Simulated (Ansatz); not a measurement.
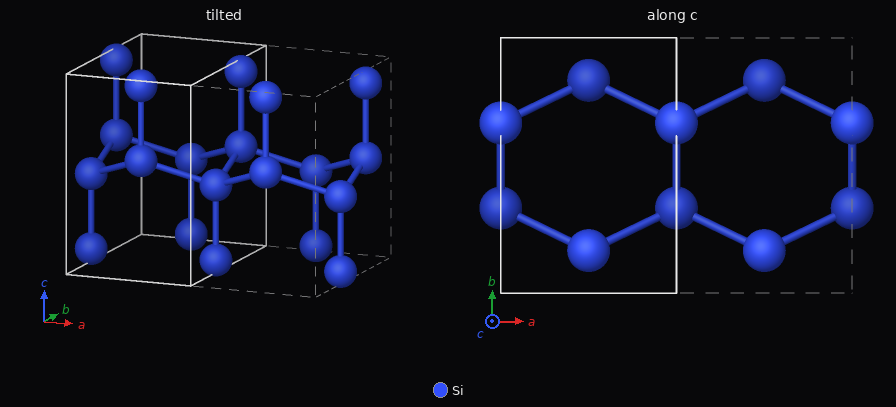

View slightly off an axis and along the c axis, drawn as a ball-and-stick model. The structure is repeated 2×1×1 times; solid lines mark one conventional unit cell. Cell: a = 4.167 Å, b = 6.056 Å, c = 6.342 Å, α = 90.00°, β = 90.00°, γ = 90.00°.

The element is silicon. Its lattice is base-centred orthorhombic, its space group Cmcm (No. 63). The cell holds eight atoms. Si is coordinated by four Si in a distorted tetrahedral arrangement at about 2.2 to 2.4 Å. The bonds build a three-dimensional framework.

Source of the structure: a structure listed in the Materials Project. The cell was then strained or its atoms displaced on purpose. A calculation with Ansatz used it as input.

At this level of theory the run's own cell isn't at rest (forces up to 2.0 eV/Å), so its distances can differ from those at equilibrium, the more so the softer the solid.
